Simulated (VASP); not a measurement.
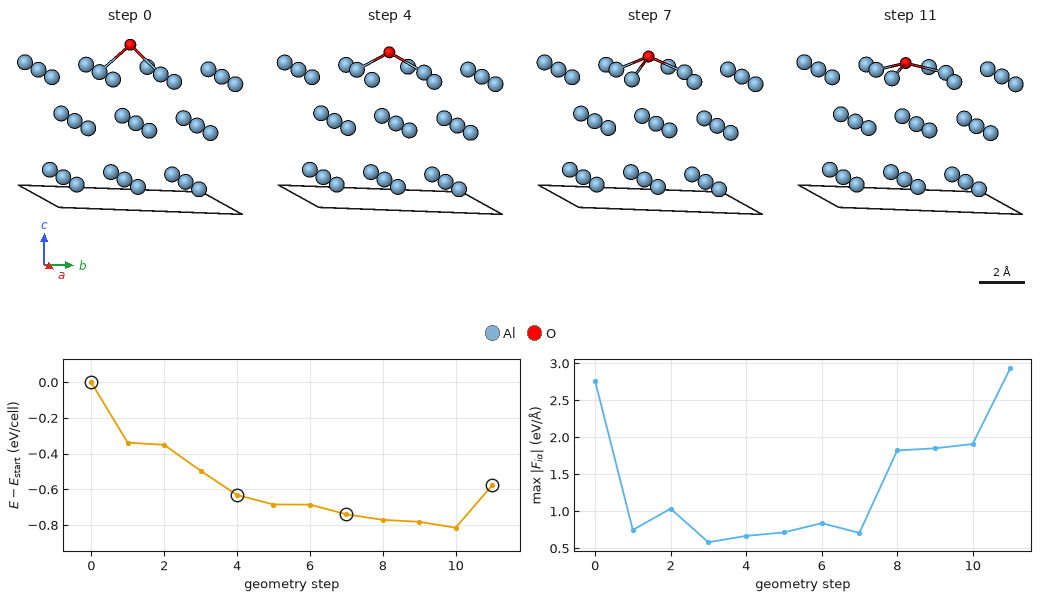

Frames of a relaxation of a slab of composition Al$_{27}$O, marked on the history of the run. A ball-and-stick model of the cell of the calculation, outlined in the plane, without the vacuum (origin shifted), seen slightly off an axis.

The run lets the atoms move in a fixed cell. 9 atoms are held fixed.

Level of theory: Kohn-Sham DFT of a periodic cell, PBEsol, VASP PAW PBE potentials, recommended (VASP 6.6.1).

Input file:
```
  ALGO = Fast
  EDIFF = 1E-6
  EDIFFG = -0.08
  ENCUT = 520
  GGA = PS
  IBRION = 2
  ISIF = 2
  ISMEAR = -1
  LASPH = T
  LCHARG = F
  LREAL = Auto
  LWAVE = F
  NELM = 100
  NSW = 45
  PREC = Accurate
  SIGMA = 0.15
```

Command:
```bash
cat potpaw_PBE.64/Al/POTCAR potpaw_PBE.64/O/POTCAR > POTCAR
mpirun -np 1 vasp_std > vasp.out
```

### What happens along the run?

The run was cut off at its time limit before the relaxation converged, so the last structure is only a point on the way. The O atom moves most: 0.92 Å at 34° to the normal (−c side). Largest moves by element: O 0.92 Å, Al 0.25 Å. The cell doesn't change. Some distances before and after: Al–O 2.790 → 2.178 Å, Al–O 1.927 → 1.725 Å, Al–O 1.914 → 1.848 Å. New bonds form, among them: Al–O (2.79 → 2.18 Å). Bond angles that change, for instance: Al–O–Al 96.4° → 132.2°. The energy falls by 0.577 eV per cell of the calculation in 11 geometry steps. The largest force component goes from 2.8 to 2.9 eV/Å. It ran on 1 thread of Intel(R) Xeon(R) Platinum 8488C (Sapphire Rapids), with other jobs on the host. From step 0 to 4: the O atom moves most (0.34 Å), energy −0.631 eV per cell of the calculation. From step 4 to 7: the O atom moves most (0.21 Å), energy −0.108 eV per cell of the calculation. From step 7 to 11: the O atom moves most (0.40 Å), energy +0.162 eV per cell of the calculation.

```json
{"step": "0", "E − E(0), meV/atom": "0.00", "largest force component, eV/Å": "2.7655"}
{"step": "1", "E − E(0), meV/atom": "-12.06", "largest force component, eV/Å": "0.7493"}
{"step": "2", "E − E(0), meV/atom": "-12.51", "largest force component, eV/Å": "1.0370"}
{"step": "3", "E − E(0), meV/atom": "-17.68", "largest force component, eV/Å": "0.5830"}
{"step": "4", "E − E(0), meV/atom": "-22.54", "largest force component, eV/Å": "0.6691"}
{"step": "5", "E − E(0), meV/atom": "-24.45", "largest force component, eV/Å": "0.7159"}
{"step": "6", "E − E(0), meV/atom": "-24.47", "largest force component, eV/Å": "0.8409"}
{"step": "7", "E − E(0), meV/atom": "-26.40", "largest force component, eV/Å": "0.7101"}
{"step": "8", "E − E(0), meV/atom": "-27.52", "largest force component, eV/Å": "1.8242"}
{"step": "9", "E − E(0), meV/atom": "-27.91", "largest force component, eV/Å": "1.8528"}
{"step": "10", "E − E(0), meV/atom": "-29.09", "largest force component, eV/Å": "1.9114"}
{"step": "11", "E − E(0), meV/atom": "-20.62", "largest force component, eV/Å": "2.9409"}
```
